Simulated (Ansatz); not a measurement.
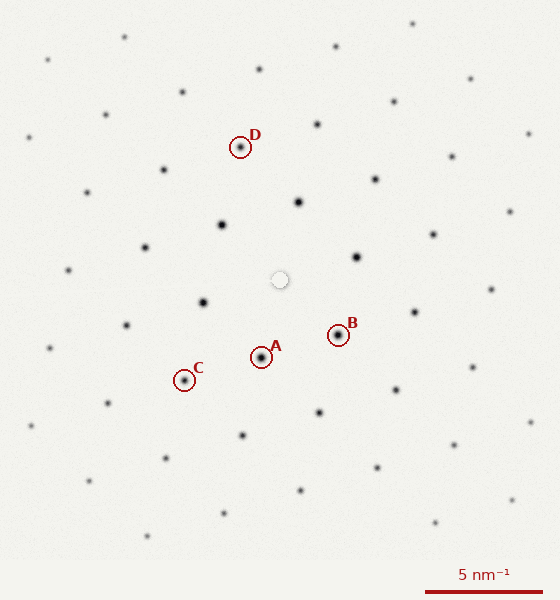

Simulated selected-area electron diffraction pattern (80 kV, kinematic approximation, thin crystal, B = 0.5 Å² for all atoms). The zone axis points towards the electron source and the pattern is seen from the source side.

The sample is Bi, space group Im-3m (No. 229), a = 4.14 Å. Structure: the input geometry of an electronic-structure calculation (not necessarily at equilibrium); the starting structure was generated, so it need not be a known form of this composition.

Spot A is indexed -1 0 1 and spot B 0 -1 1.

What are the indices of the remaining marked spots?

C = 2A − B = -2 1 1 (d = 1.689 Å). D = −A − B = 1 1 -2 (d = 1.689 Å).

Which zone axis is this?

The cross product of A and B is parallel to [111]; every spot obeys hu + kv + lw = 0.
